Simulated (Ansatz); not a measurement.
Ta3N5: single-point calculation (part 2 of 2)

The same run, continued: Ta3N5 (Cmcm, 16 atoms in the cell); Hartree-Fock, plane waves, PAW, no spin polarisation (Ansatz 0.2.0); cutoff 420 eV, 4×4×2 k-mesh, fixed occupations. The structure derives from an entry of the Crystallography Open Database. The geometry comes from this level: r2SCAN.

Geometry of the input (Å; fractional positions):
```
1.9362  -5.1302  0.0000
1.9362  5.1302  0.0000
0.0000  0.0000  10.2972
Ta 0.8033  0.1967  0.2500
Ta 0.1967  0.8033  0.7500
Ta 0.8667  0.1333  0.5600
Ta 0.1333  0.8667  0.0600
Ta 0.1333  0.8667  0.4400
Ta 0.8667  0.1333  0.9400
N  0.2370  0.7630  0.2500
N  0.7630  0.2370  0.7500
N  0.9530  0.0470  0.1187
N  0.0470  0.9530  0.6187
N  0.0470  0.9530  0.8813
N  0.9530  0.0470  0.3813
N  0.6921  0.3079  0.0741
N  0.3079  0.6921  0.5741
N  0.3079  0.6921  0.9259
N  0.6921  0.3079  0.4259
```

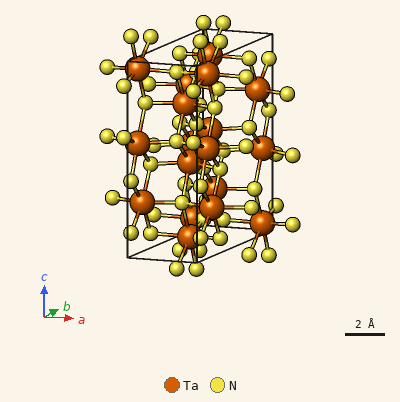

*The structure as given in the input (ball-and-stick view of the cell 2 times as large as that of the calculation, set on its symmetry axes, seen slightly off an axis; bonded neighbours outside the cell are drawn too).*

**The program's output, continued**
```
SCF iter   1: F=—  HF=-62628.124420 eV  |F-HF|=—  |Δ(HF+E_count)|=         —  Δρ=9.86e-5  dr2=7.28e-6  ethr=4.28e-7  ⟨swp⟩=4.3  Hψ=2643  notcnv=0
preconditioner: auto → none  [insulator: Δε(μ)=9.313 eV  Ē_g=19.106 eV  n_scr=56 (ndim 8)  ℏωp=23.2 eV  f_vac=0.063]
SCF iter   2: F=—  HF=-62628.124424 eV  |F-HF|=—  |Δ(HF+E_count)|=   3.97e-6  Δρ=5.09e-5  dr2=1.97e-6  ethr=4.81e-9  ⟨swp⟩=5.3  Hψ=3420  notcnv=0  defer=1
SCF iter   3: F=—  HF=-62628.124425 eV  |F-HF|=—  |Δ(HF+E_count)|=   9.03e-7  Δρ=1.46e-5  dr2=4.30e-7  ethr=1.29e-9  ⟨swp⟩=5.6  Hψ=3574  notcnv=0  defer=5
SCF iter   4: F=—  HF=-62628.124425 eV  |F-HF|=—  |Δ(HF+E_count)|=   1.75e-7  Δρ=6.47e-6  dr2=6.89e-8  ethr=2.68e-10  ⟨swp⟩=5.6  Hψ=2993  notcnv=0  defer=19
SCF iter   5: F=—  HF=-62628.124425 eV  |F-HF|=—  |Δ(HF+E_count)|=   6.07e-9  Δρ=2.87e-6  dr2=1.45e-8  ethr=3.97e-11  ⟨swp⟩=5.9  Hψ=3072  notcnv=0  defer=25
SCF iter   6: F=-62628.124425 eV  HF=-62628.124425 eV  |F-HF|=3.06e-10  |Δ(HF+E_count)|=   6.03e-9  Δρ=4.99e-7  dr2=6.98e-10  ethr=8.41e-12  ⟨swp⟩=6.6  Hψ=3339  notcnv=0  defer=15
SCF 4 converged in 6 iterations: F = -62628.124425 eV  dr2 = 6.98e-10
  Residual-converged pass: ⟨swp⟩=3.0  Hψ=2331  notcnv=0  max |occ|·‖R‖ = 6.5e-7 eV (tolerance 6.8e-7 eV)  dr2=6.98e-10  dr2_onsite=2.33e-11  max |Δocc| = 0.0e0
hybrid outer 3: dexx = +1.878e-5 eV, tail = 1.09e-6 eV, Δε = 1.98e-3 eV (about 2.54e-4 eV left of the loop's levels), ΔF = 4.77e-3 eV/Å (tail 2.15e-3)
Frozen-core exchange: fock
SCF iter   1: F=—  HF=-62628.124430 eV  |F-HF|=—  |Δ(HF+E_count)|=         —  Δρ=1.19e-5  dr2=1.09e-7  ethr=4.27e-9  ⟨swp⟩=6.0  Hψ=2806  notcnv=0
preconditioner: auto → none  [insulator: Δε(μ)=9.314 eV  Ē_g=19.105 eV  n_scr=56 (ndim 8)  ℏωp=23.2 eV  f_vac=0.063]
SCF iter   2: F=—  HF=-62628.124430 eV  |F-HF|=—  |Δ(HF+E_count)|=   9.91e-9  Δρ=6.27e-6  dr2=2.84e-8  ethr=7.77e-11  ⟨swp⟩=6.0  Hψ=2948  notcnv=0  defer=28
SCF iter   3: F=—  HF=-62628.124430 eV  |F-HF|=—  |Δ(HF+E_count)|=   9.28e-9  Δρ=1.02e-6  dr2=2.24e-9  ethr=2.07e-11  ⟨swp⟩=6.1  Hψ=3433  notcnv=0  defer=23
SCF iter   4: F=-62628.124430 eV  HF=-62628.124430 eV  |F-HF|=8.00e-11  |Δ(HF+E_count)|=  7.79e-10  Δρ=2.90e-7  dr2=1.45e-10  ethr=3.52e-12 (applied; sched 1.32e-12)  ⟨swp⟩=5.7  Hψ=2883  notcnv=0  defer=55
SCF 5 converged in 4 iterations: F = -62628.124430 eV  dr2 = 1.45e-10
  Residual-converged pass: ⟨swp⟩=2.9  Hψ=2175  notcnv=0  max |occ|·‖R‖ = 6.8e-7 eV (tolerance 6.8e-7 eV)  dr2=1.46e-10  dr2_onsite=5.23e-12  max |Δocc| = 0.0e0
hybrid outer 4: dexx = +1.632e-7 eV, tail = 1.64e-8 eV, Δε = 1.11e-4 eV (about 1.79e-5 eV left of the loop's levels), ΔF = 4.40e-4 eV/Å (tail 2.61e-4)
the search or the solves at the SCF's close seem to have found levels that the self-consistency loop had missed (the run counts 5). By its estimate they hold under 1e-12 electrons; where the run keeps them, the occupations were computed again with them
NSCF: frozen V_eff on 11 k-points
hybrid SCF converged: 4 outer / 26 inner (+6 warm-up), last move |dexx| = 1.63e-7 eV, tail = 1.64e-8 eV
Stability not checked: this state was not tested for a lower state beside it, because the functional holds exact exchange (a hybrid, or Hartree-Fock), whose exchange loop this test does not read (fock_operator; see scf.lower_state_search)
Free energy (F): -62628.124430 eV
Frozen-core exchange: fock
Harris-Foulkes:  -62628.124430 eV  (|F-HF|=8.00e-11)
Internal energy: -62628.124430 eV  (E = F + TS)
E sigma→0 (E₀):  -62628.124430 eV
Fermi energy:    8.994772 eV
--- Per-component energies (eV) ---
  E_band       = -1985.541156
  E_kinetic    = 3468.929765
  E_local      = -7298.302282  (includes V_loc(G=0)·N_el)
  E_nonlocal   = 536.360266
  E_hartree    = 2561.782671
  E_xc         = 0.000000
  E_vxc        = 0.000000  (∫ρ·V_xc dr)
  E_exx        = -1629.885670  (= α·E_x^exact, valence–valence)
  E_paw        = -51096.465272  (= ΣΔE_a)
  E_vpaw       = -556.323941  (= ΣTr[D̂ρ^β])
  E_aug_tail   = 0.001959  (compensation charges beyond the density's cutoff)
  E_ewald      = -9096.234928
  E_core_change = -74.310939  (= ΣΔE_core)
  E_smearing   = -0.000000  (= −TS)
  E_closure    = -0.000000  (closes the sum)
  Σ components = -62628.124430   (vs F -62628.124430, Δ=-7.28e-12)
--- Forces (eV/Å), atoms counted from 1 ---
  atom   1  Ta    -0.00000000    -0.74288504     0.00000000
  atom   2  Ta     0.00000000     0.74288504    -0.00000000
  atom   3  Ta     0.00000000    -0.35079715     0.05399222
  atom   4  Ta    -0.00000000     0.35079715     0.05399222
  atom   5  Ta    -0.00000000     0.35079715    -0.05399222
  atom   6  Ta     0.00000000    -0.35079715    -0.05399222
  atom   7  N      0.00000000     0.07549645     0.00000000
  atom   8  N     -0.00000000    -0.07549645    -0.00000000
  atom   9  N     -0.00000000     0.13647462    -0.55857466
  atom  10  N      0.00000000    -0.13647462    -0.55857466
  atom  11  N      0.00000000    -0.13647462     0.55857466
  atom  12  N     -0.00000000     0.13647462     0.55857466
  atom  13  N     -0.00000000    -0.32828258     0.10050057
  atom  14  N      0.00000000     0.32828258     0.10050057
  atom  15  N      0.00000000     0.32828258    -0.10050057
  atom  16  N     -0.00000000    -0.32828258    -0.10050057
  max |Σ_I F_I| component: 5.55e-17 eV/Å
--- Stress (GPa, compression-positive) ---
        4.845043      -0.000000      -0.000000
       -0.000000       2.158855      -0.000000
       -0.000000      -0.000000       3.456048
  P = ⅓ Tr σ = 3.4866 GPa (34.866 kbar)
--- Band table (eV; the first three rows and the last of 14) ---
  k-point 0: bands = ["-72.3035", "-72.3019", "-72.0773", "-72.0761", "-72.0374", "-72.0369", "-33.5887", "-33.5584", "-33.4704", "-33.2553", "-33.2402", "-33.2346", "-33.2039", "-33.1997", "-33.0198", "-32.9991", "-32.9488", "-32.9435", "-32.9431", "-32.9306", "-32.9233", "-32.8730", "-32.7656", "-32.6949", "-12.9215", "-11.7792", "-11.5275", "-10.7774", "-10.6070", "-10.4933", "-9.8601", "-9.6860", "-9.4054", "-9.3686", "1.2342", "1.6730", "2.0761", "2.2920", "2.3196", "2.6976", "2.8951", "3.0129", "3.0216", "3.0745", "3.0921", "3.1899", "3.6001", "4.2730", "4.4777", "4.8012", "5.0140", "5.3579", "5.4194", "5.7719", "6.5210", "6.6513", "7.2460", "7.6187", "7.6581", "7.7233", "7.9262", "8.2069", "8.3587", "8.9948", "18.5805", "18.7163", "19.2548", "19.8912", "20.3218", "20.3441", "20.9555", "21.2574"]
  k-point 1: bands = ["-72.3027", "-72.3027", "-72.0767", "-72.0767", "-72.0371", "-72.0371", "-33.5727", "-33.5727", "-33.4082", "-33.4082", "-33.2203", "-33.2203", "-33.1865", "-33.1865", "-32.9779", "-32.9779", "-32.9523", "-32.9523", "-32.9281", "-32.9281", "-32.9087", "-32.9087", "-32.7418", "-32.7418", "-12.5348", "-12.5348", "-11.0364", "-11.0364", "-10.4560", "-10.4560", "-9.7032", "-9.7032", "-9.4791", "-9.4791", "1.7027", "1.7027", "1.7979", "1.7979", "2.4718", "2.4718", "2.5051", "2.5051", "3.4291", "3.4291", "3.6565", "3.6565", "3.6776", "3.6776", "4.2666", "4.2666", "5.1996", "5.1996", "6.2913", "6.2913", "6.5068", "6.5068", "7.6989", "7.6989", "7.7259", "7.7259", "7.9844", "7.9844", "8.1229", "8.1229", "18.6450", "18.6450", "19.6655", "19.6655", "20.1475", "20.1475", "21.1379", "21.1379"]
  k-point 2: bands = ["-72.3022", "-72.3011", "-72.0734", "-72.0729", "-72.0399", "-72.0394", "-33.5819", "-33.5511", "-33.4453", "-33.3387", "-33.3310", "-33.2871", "-33.2687", "-33.2031", "-33.0919", "-33.0480", "-33.0135", "-32.9667", "-32.9379", "-32.9105", "-32.8838", "-32.8508", "-32.7572", "-32.7248", "-12.2335", "-11.1019", "-10.8804", "-10.3295", "-10.3066", "-10.1340", "-9.6883", "-9.6748", "-9.2801", "-9.2652", "0.9228", "1.2027", "1.2425", "2.1874", "2.3853", "2.3932", "2.4376", "2.8345", "2.8572", "2.9080", "2.9638", "3.2842", "3.3879", "3.5451", "4.1617", "4.1968", "5.0157", "5.4683", "5.8061", "6.2577", "6.4812", "6.5137", "6.7935", "6.9333", "6.9598", "7.6766", "7.7288", "8.2294", "8.2396", "8.8051", "19.0011", "19.7160", "19.8226", "20.2348", "20.2976", "20.3152", "20.7143", "20.8947"]
  k-point 13: bands = ["-72.3026", "-72.3026", "-72.0633", "-72.0633", "-72.0509", "-72.0509", "-33.5624", "-33.5624", "-33.2845", "-33.2845", "-33.2710", "-33.2710", "-33.2381", "-33.2381", "-33.0670", "-33.0670", "-33.0155", "-33.0155", "-32.8708", "-32.8708", "-32.8117", "-32.8117", "-32.7774", "-32.7774", "-11.9930", "-11.9930", "-11.2172", "-11.2172", "-10.5460", "-10.5460", "-10.1377", "-10.1377", "-9.3928", "-9.3928", "1.4297", "1.4297", "1.7725", "1.7725", "2.3209", "2.3209", "2.4375", "2.4375", "3.4121", "3.4121", "3.6241", "3.6241", "4.0711", "4.0711", "5.2613", "5.2613", "5.9327", "5.9327", "6.3269", "6.3269", "6.5823", "6.5823", "6.6439", "6.6439", "7.2665", "7.2665", "7.3477", "7.3477", "8.1579", "8.1579", "18.6021", "18.6021", "19.6944", "19.6944", "20.3493", "20.3493", "21.0348", "21.0348"]
```

**File rho_z.tsv**
```
# z_ang	rho[e/angstrom^3]
# format = ansatz-planar-average/11
# lattice	1.936181376	-5.130163054	0.000000000
# lattice	1.936181376	5.130163054	0.000000000
# lattice	0.000000000	0.000000000	10.297228033
# sites	16
# site	73	1.936181376	-3.111477560	2.574307008
# site	73	1.936181376	3.111477560	7.722921025
# site	73	1.936181376	-3.762101244	5.766393539
# site	73	1.936181376	3.762101244	0.617779523
# site	73	1.936181376	3.762101244	4.530834494
# site	73	1.936181376	-3.762101244	9.679448511
# site	7	1.936181376	2.698890360	2.574307008
# site	7	1.936181376	-2.698890360	7.722921025
# site	7	1.936181376	-4.648069970	1.222642248
# site	7	1.936181376	4.648069970	6.371256265
# site	7	1.936181376	4.648069970	9.074585786
# site	7	1.936181376	-4.648069970	3.925971769
# site	7	1.936181376	-1.970976117	0.762788007
# site	7	1.936181376	1.970976117	5.911402024
# site	7	1.936181376	1.970976117	9.534440026
# site	7	1.936181376	-1.970976117	4.385826010
0.000000	5.367029e-1
0.143017	5.701928e-1
0.286034	6.537118e-1
0.429051	7.493770e-1
0.572068	8.262649e-1
0.715085	8.752366e-1
0.858102	8.867995e-1
1.001119	8.389728e-1
1.144136	7.305528e-1
1.287154	5.985880e-1
1.430171	4.816355e-1
1.573188	3.947732e-1
1.716205	3.498906e-1
1.859222	3.629769e-1
2.002239	4.352246e-1
2.145256	5.419534e-1
2.288273	6.406203e-1
2.431290	6.994404e-1
2.574307	7.169192e-1
2.717324	6.994404e-1
2.860341	6.406203e-1
3.003358	5.419534e-1
3.146375	4.352246e-1
3.289392	3.629769e-1
3.432409	3.498906e-1
3.575426	3.947732e-1
3.718443	4.816355e-1
3.861461	5.985880e-1
4.004478	7.305528e-1
4.147495	8.389728e-1
4.290512	8.867995e-1
4.433529	8.752366e-1
4.576546	8.262649e-1
4.719563	7.493770e-1
4.862580	6.537118e-1
5.005597	5.701928e-1
5.148614	5.367029e-1
5.291631	5.701928e-1
5.434648	6.537118e-1
5.577665	7.493770e-1
5.720682	8.262649e-1
5.863699	8.752366e-1
6.006716	8.867995e-1
6.149733	8.389728e-1
6.292750	7.305528e-1
6.435768	5.985880e-1
6.578785	4.816355e-1
6.721802	3.947732e-1
6.864819	3.498906e-1
7.007836	3.629769e-1
7.150853	4.352246e-1
7.293870	5.419534e-1
7.436887	6.406203e-1
7.579904	6.994404e-1
7.722921	7.169192e-1
7.865938	6.994404e-1
8.008955	6.406203e-1
8.151972	5.419534e-1
8.294989	4.352246e-1
8.438006	3.629769e-1
8.581023	3.498906e-1
8.724040	3.947732e-1
8.867057	4.816355e-1
9.010075	5.985880e-1
9.153092	7.305528e-1
9.296109	8.389728e-1
9.439126	8.867995e-1
9.582143	8.752366e-1
9.725160	8.262649e-1
9.868177	7.493770e-1
10.011194	6.537118e-1
10.154211	5.701928e-1
```

**File v_z.tsv**
```
# z_ang	v_es[eV]	v_tot[eV]
# format = ansatz-planar-average/11
# xc	hf
# density_cutoff_ev	1680
# datasets	Ta=:simpson_from_first_knot:soft:fock:shift=268701	N=:simpson_from_first_knot:soft:fock:shift=116612
# lattice	1.936181376	-5.130163054	0.000000000
# lattice	1.936181376	5.130163054	0.000000000
# lattice	0.000000000	0.000000000	10.297228033
# sites	16
# site	73	1.936181376	-3.111477560	2.574307008
# site	73	1.936181376	3.111477560	7.722921025
# site	73	1.936181376	-3.762101244	5.766393539
# site	73	1.936181376	3.762101244	0.617779523
# site	73	1.936181376	3.762101244	4.530834494
# site	73	1.936181376	-3.762101244	9.679448511
# site	7	1.936181376	2.698890360	2.574307008
# site	7	1.936181376	-2.698890360	7.722921025
# site	7	1.936181376	-4.648069970	1.222642248
# site	7	1.936181376	4.648069970	6.371256265
# site	7	1.936181376	4.648069970	9.074585786
# site	7	1.936181376	-4.648069970	3.925971769
# site	7	1.936181376	-1.970976117	0.762788007
# site	7	1.936181376	1.970976117	5.911402024
# site	7	1.936181376	1.970976117	9.534440026
# site	7	1.936181376	-1.970976117	4.385826010
0.000000	4.890955e0	4.890955e0
0.143017	4.545872e0	4.545872e0
0.286034	3.704254e0	3.704254e0
0.429051	2.718605e0	2.718605e0
0.572068	1.820176e0	1.820176e0
0.715085	1.295468e0	1.295468e0
0.858102	1.477589e0	1.477589e0
1.001119	2.473603e0	2.473603e0
1.144136	4.159767e0	4.159767e0
1.287154	6.202600e0	6.202600e0
1.430171	8.191696e0	8.191696e0
1.573188	9.671055e0	9.671055e0
1.716205	1.041619e1	1.041619e1
1.859222	1.029338e1	1.029338e1
2.002239	9.084729e0	9.084729e0
2.145256	7.126692e0	7.126692e0
2.288273	5.094735e0	5.094735e0
2.431290	3.571078e0	3.571078e0
2.574307	3.010078e0	3.010078e0
2.717324	3.571078e0	3.571078e0
2.860341	5.094735e0	5.094735e0
3.003358	7.126692e0	7.126692e0
3.146375	9.084729e0	9.084729e0
3.289392	1.029338e1	1.029338e1
3.432409	1.041619e1	1.041619e1
3.575426	9.671055e0	9.671055e0
3.718443	8.191696e0	8.191696e0
3.861461	6.202600e0	6.202600e0
4.004478	4.159767e0	4.159767e0
4.147495	2.473603e0	2.473603e0
4.290512	1.477589e0	1.477589e0
4.433529	1.295468e0	1.295468e0
4.576546	1.820176e0	1.820176e0
4.719563	2.718605e0	2.718605e0
4.862580	3.704254e0	3.704254e0
5.005597	4.545872e0	4.545872e0
5.148614	4.890955e0	4.890955e0
5.291631	4.545872e0	4.545872e0
5.434648	3.704254e0	3.704254e0
5.577665	2.718605e0	2.718605e0
5.720682	1.820176e0	1.820176e0
5.863699	1.295468e0	1.295468e0
6.006716	1.477589e0	1.477589e0
6.149733	2.473603e0	2.473603e0
6.292750	4.159767e0	4.159767e0
6.435768	6.202600e0	6.202600e0
6.578785	8.191696e0	8.191696e0
6.721802	9.671055e0	9.671055e0
6.864819	1.041619e1	1.041619e1
7.007836	1.029338e1	1.029338e1
7.150853	9.084729e0	9.084729e0
7.293870	7.126692e0	7.126692e0
7.436887	5.094735e0	5.094735e0
7.579904	3.571078e0	3.571078e0
7.722921	3.010078e0	3.010078e0
7.865938	3.571078e0	3.571078e0
8.008955	5.094735e0	5.094735e0
8.151972	7.126692e0	7.126692e0
8.294989	9.084729e0	9.084729e0
8.438006	1.029338e1	1.029338e1
8.581023	1.041619e1	1.041619e1
8.724040	9.671055e0	9.671055e0
8.867057	8.191696e0	8.191696e0
9.010075	6.202600e0	6.202600e0
9.153092	4.159767e0	4.159767e0
9.296109	2.473603e0	2.473603e0
9.439126	1.477589e0	1.477589e0
9.582143	1.295468e0	1.295468e0
9.725160	1.820176e0	1.820176e0
9.868177	2.718605e0	2.718605e0
10.011194	3.704254e0	3.704254e0
10.154211	4.545872e0	4.545872e0
```

**Key numbers**

- outcome: converged
- space group (tolerance 0.01 Å): Cmcm (63)
- electrons treated: 128
- free energy: −62628.1244 eV
- Fermi energy: 8.995 eV
- gap on the k-point mesh: 9.31 eV
- pressure: 3.49 GPa
- largest force (length of the vector): 0.743 eV/Å
- hardware: 8 threads of Arm Neoverse V2, 24 GiB of memory available, shared host
- wall time: 2.4 min (CPU time 17 min)
- peak memory: 4.3 GiB

**Notes**

Warnings of the run: the exchange loop's threshold is looser than advised for the stress; the SCF threshold is looser than advised for the printed stress. Spin–orbit coupling is left out, which matters for Ta.
